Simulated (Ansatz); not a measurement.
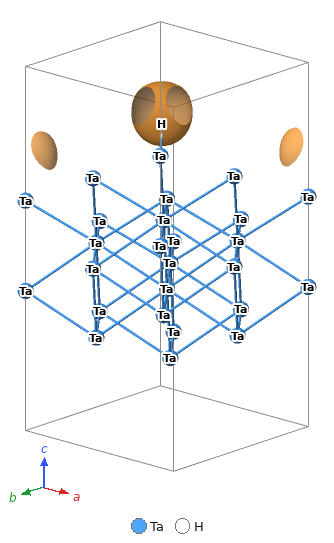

Ta$_{16}$H (slab). Isosurface of the ELF at 0.75 (orange), seen at an oblique angle. Core shells and regions of very low density are left out. Sticks mark near contacts.

A point of a scan over the structure, not its minimum; not relaxed (largest force 1.0 eV/Å); computed without spin polarisation; PAW files of the earlier set (soft_1).

Computed with DFT PBE, scalar-relativistic, plane waves, PAW (Ansatz).

Core electrons are frozen (PAW), and the valence fields are smoothed inside the atomic spheres.

Q: Identify the bonds, lone pairs and shells in this picture.

A: The surface consists of one region around a hydrogen nucleus, counted in one cell of 17 atoms. Counts are for one cell; the picture repeats the cell along the surface. Profiles from the grid: Ta–H (1.88 Å): the ELF climbs to about 1 towards the hydrogen. Ta–Ta (2.78 Å): the ELF is about 0.30 at the midpoint.
